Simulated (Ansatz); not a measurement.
**ZrS$_{2}$: one change and its effect**

System: ZrS$_{2}$ (P-3m1, 3 atoms in the cell).
Method of the first run: DFT, r2SCAN, plane waves, PAW, no spin polarisation (Ansatz 0.2.0).

The structure derives from a Materials Project entry. The geometry comes from this level: r2scan-rvv10. Text and figures count atoms from 1; the logs count them from 0 in places.

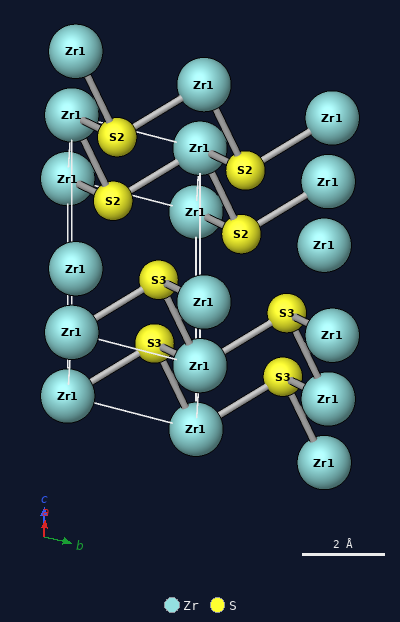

Figure 1. The input geometry (ball-and-stick view of the cell of the calculation, repeated 2 × 2 × 1, seen at an oblique angle; atoms are numbered from 1 in the order of the input).

The input, the first run:
```yaml
crystal:
  lattice:
    - [3.6743619257, 0.0, 0.0]
    - [-1.8371809629, 3.1820907704, 0.0]
    - [0.0, 0.0, 5.8571358029]
  atoms:
    - { symbol: Zr, position: [0.0, 0.0, 0.0] }
    - { symbol: S, position: [0.6666666667, 0.3333333333, 0.7537648221] }
    - { symbol: S, position: [0.3333333333, 0.6666666667, 0.2462351779] }
kpoints:
  mp_grid: { grid: [12, 12, 4] }
  band_path:
    path:
      - [0.0, 0.0, 0.0]
      - [0.5, 0.0, 0.0]
      - [0.3333333333, 0.3333333333, 0.0]
      - [0.0, 0.0, 0.5]
      - [0.5, 0.0, 0.5]
      - [0.3333333333, 0.3333333333, 0.5]
      - [-0.088542, 0.041667, 0.0]
      - [0.0, 0.5, 0.5]
    npoints: 1
hamiltonian:
  xc: r2scan
scf:
  occupations: { method: fixed }
  n_extra_bands: 4
output:
  forces: true
  stress: true
  eigenvalues: true
```

Launched with:
```bash
ansatz run input.yaml --threads 2 --pin off --max-ram 2764MiB --backend cpu --events-out ev --progress --plain --runs-dir out
```

Hardware: 2 threads of Arm Neoverse V1, 24 GiB of memory available, shared host.

Output, shortened to warnings, some set-up lines, iterations and results (the first run):
```
Basis set: ecut = 500 eV, 1785 PW (Γ), exchange–correlation on 108×108×180 points (64 copies of the dense FFT grid, shifted against one another)
Symmetry: 12 space group operations
k-points: 69 of 576
Initial density: superposition of atomic densities (neutral atoms: chi_scale 0, normalization atom), corrected by the library's trained network
[...]
SCF iter   1: F=—  HF=-6012.015131 eV  |F-HF|=—  |Δ(HF+E_count)|=         —  Δρ=7.53e-3  dr2=7.63e-2  dr2_τ=3.55e-2  ethr=1.77e-3  ⟨swp⟩=5.0  Hψ=5498  notcnv=0  defer=132
SCF iter   2: F=—  HF=-6012.036217 eV  |F-HF|=—  |Δ(HF+E_count)|=   2.11e-2  Δρ=3.60e-3  dr2=8.74e-3  dr2_τ=1.34e-3  ethr=3.18e-4  ⟨swp⟩=3.0  Hψ=2613  notcnv=0  defer=134
SCF iter   3: F=—  HF=-6012.035807 eV  |F-HF|=—  |Δ(HF+E_count)|=   4.10e-4  Δρ=1.21e-3  dr2=7.52e-4  dr2_τ=4.15e-5  ethr=3.64e-5  ⟨swp⟩=2.4  Hψ=1739  notcnv=0  defer=135
SCF iter   4: F=—  HF=-6012.035899 eV  |F-HF|=—  |Δ(HF+E_count)|=   9.21e-5  Δρ=1.58e-4  dr2=2.38e-5  dr2_τ=1.67e-6  ethr=3.13e-6  ⟨swp⟩=2.5  Hψ=1800  notcnv=0  defer=135
SCF iter   5: F=—  HF=-6012.035911 eV  |F-HF|=—  |Δ(HF+E_count)|=   1.17e-5  Δρ=3.78e-5  dr2=8.77e-7  dr2_τ=3.80e-8  ethr=9.92e-8  ⟨swp⟩=2.5  Hψ=1784  notcnv=0  defer=1
SCF iter   6: F=-6012.035912 eV  HF=-6012.035912 eV  |F-HF|=7.55e-9  |Δ(HF+E_count)|=   5.23e-7  Δρ=5.46e-6  dr2=3.05e-8  dr2_τ=1.94e-9  ethr=4.17e-10  ⟨swp⟩=7.2  Hψ=5789  …
SCF 1 converged in 6 iterations: F = -6012.035912 eV  dr2 = 3.05e-8
NSCF: frozen V_eff on 8 k-points
SCF converged after 6 iterations
Free energy (F): -6012.035912 eV
Harris-Foulkes:  -6012.035912 eV  (|F-HF|=7.55e-9)
Internal energy: -6012.035912 eV  (E = F + TS)
E sigma→0 (E₀):  -6012.035912 eV
Fermi energy:    6.868669 eV
--- Per-component energies (eV) ---
  E_band       = -183.536712
  E_kinetic    = 545.544259
  E_local      = -1295.718644  (includes V_loc(G=0)·N_el)
  E_nonlocal   = 133.556915
  E_hartree    = 451.441881
  E_xc         = -340.352215
  E_vxc        = -401.237481  (∫ρ·V_xc dr)
  E_paw        = -4188.997625  (= ΣΔE_a)
  E_vpaw       = -89.733165  (= ΣTr[D̂ρ^β])
  E_aug_tail   = 0.000011  (compensation charges beyond the density's cutoff)
  E_vtau       = 21.165289  (kinetic-family band-sum trace: ∫τ·v_τ [+ j·A + Jᵃ·Aᵃ] dr)
  E_ewald      = -1317.126218
  E_core_change = -0.384275  (= ΣΔE_core)
  E_smearing   = -0.000000  (= −TS)
  E_closure    = 0.000000  (closes the sum)
  Σ components = -6012.035912   (vs F -6012.035912, Δ=0.00e0)
--- Forces (eV/Å), atoms counted from 1 ---
  atom   1  Zr    -0.00000000     0.00000000    -0.00000000
  atom   2  S     -0.00000000     0.00000000     0.03754667
  atom   3  S      0.00000000    -0.00000000    -0.03754667
  max |Σ_I F_I| component: 2.10e-30 eV/Å
--- Stress (GPa, compression-positive) ---
        0.878304       0.000000      -0.000000
        0.000000       0.878304      -0.000000
       -0.000000      -0.000000       0.925101
  P = ⅓ Tr σ = 0.8939 GPa (8.939 kbar)
```

For the second run the input was changed thus:
```diff
-  xc: r2scan
+  xc: pbe
```

How does the second run compare with the first run?

The total energies belong to different methods, so their difference says nothing on which is more stable or more accurate. The gap on the mesh goes from 1.18 to 0.88 eV. The pressure goes from 0.89 to 1.32 GPa. The functional changes from r2SCAN to PBE. The number of SCF iterations is the same. The default cutoff goes from 500 to 420 eV with the change. The plane waves at Γ go from 1785 to 1339. On the same kind of shared host the second run took about 0.41 times as long.

Output, shortened to warnings, some set-up lines, iterations and results (the second run):
```
Basis set: ecut = 420 eV, 1339 PW (Γ), exchange–correlation on 50×50×80 points (8 copies of the dense FFT grid, shifted against one another)
Symmetry: 12 space group operations
k-points: 69 of 576
Initial density: superposition of atomic densities (neutral atoms: chi_scale 0, normalization atom), corrected by the library's trained network
[...]
SCF iter   1: F=—  HF=-5992.618905 eV  |F-HF|=—  |Δ(HF+E_count)|=         —  Δρ=1.39e-3  dr2=1.92e-3  ethr=1.77e-3  ⟨swp⟩=4.6  Hψ=5392  notcnv=0  defer=106
SCF iter   2: F=—  HF=-5992.618058 eV  |F-HF|=—  |Δ(HF+E_count)|=   8.46e-4  Δρ=7.18e-4  dr2=3.52e-4  ethr=7.99e-6  ⟨swp⟩=2.3  Hψ=2400  notcnv=0  defer=135
SCF iter   3: F=—  HF=-5992.618240 eV  |F-HF|=—  |Δ(HF+E_count)|=   1.82e-4  Δρ=1.79e-4  dr2=2.04e-5  ethr=1.47e-6  ⟨swp⟩=2.0  Hψ=1590  notcnv=0  defer=131
SCF iter   4: F=—  HF=-5992.618313 eV  |F-HF|=—  |Δ(HF+E_count)|=   7.21e-5  Δρ=5.50e-5  dr2=2.74e-6  ethr=8.49e-8  ⟨swp⟩=2.1  Hψ=1563  notcnv=0
SCF iter   5: F=—  HF=-5992.618315 eV  |F-HF|=—  |Δ(HF+E_count)|=   2.22e-6  Δρ=1.23e-5  dr2=1.98e-7  ethr=1.14e-8  ⟨swp⟩=2.0  Hψ=1568  notcnv=0
SCF iter   6: F=-5992.618315 eV  HF=-5992.618315 eV  |F-HF|=6.82e-9  |Δ(HF+E_count)|=   1.60e-7  Δρ=4.62e-6  dr2=3.08e-8  ethr=4.17e-10  ⟨swp⟩=6.5  Hψ=5128  notcnv=0
SCF 1 converged in 6 iterations: F = -5992.618315 eV  dr2 = 3.08e-8
NSCF: frozen V_eff on 8 k-points
SCF converged after 6 iterations
Free energy (F): -5992.618315 eV
Harris-Foulkes:  -5992.618315 eV  (|F-HF|=6.82e-9)
Internal energy: -5992.618315 eV  (E = F + TS)
E sigma→0 (E₀):  -5992.618315 eV
Fermi energy:    7.069820 eV
--- Per-component energies (eV) ---
  E_band       = -166.646383
  E_kinetic    = 546.634892
  E_local      = -1300.337412  (includes V_loc(G=0)·N_el)
  E_nonlocal   = 134.600576
  E_hartree    = 454.310372
  E_xc         = -356.875274
  E_vxc        = -366.975287  (∫ρ·V_xc dr)
  E_paw        = -4153.825277  (= ΣΔE_a)
  E_vpaw       = -89.193825  (= ΣTr[D̂ρ^β])
  E_aug_tail   = 0.000027  (compensation charges beyond the density's cutoff)
  E_ewald      = -1317.126218
  E_smearing   = -0.000000  (= −TS)
  E_closure    = 0.000000  (closes the sum)
  Σ components = -5992.618315   (vs F -5992.618315, Δ=0.00e0)
--- Forces (eV/Å), atoms counted from 1 ---
  atom   1  Zr    -0.00000000     0.00000000    -0.00000000
  atom   2  S     -0.00000000     0.00000000    -0.03849080
  atom   3  S      0.00000000    -0.00000000     0.03849080
  max |Σ_I F_I| component: 5.55e-17 eV/Å
--- Stress (GPa, compression-positive) ---
        0.964874       0.000000      -0.000000
        0.000000       0.964874      -0.000000
       -0.000000      -0.000000       2.017362
  P = ⅓ Tr σ = 1.3157 GPa (13.157 kbar)
```

The two runs side by side:

```tsv
quantity	the first run	the second run
outcome	converged	converged
free energy per atom (eV)	−2004.0120	−1997.5394
gap on the mesh (eV)	1.18	0.88
pressure (GPa)	0.89	1.32
largest force (eV/Å)	0.038	0.038
SCF iterations	6	6
irreducible k-points	69	69
plane waves at Γ	1785	1339
wall time (shared host)	6 s	2.5 s
```
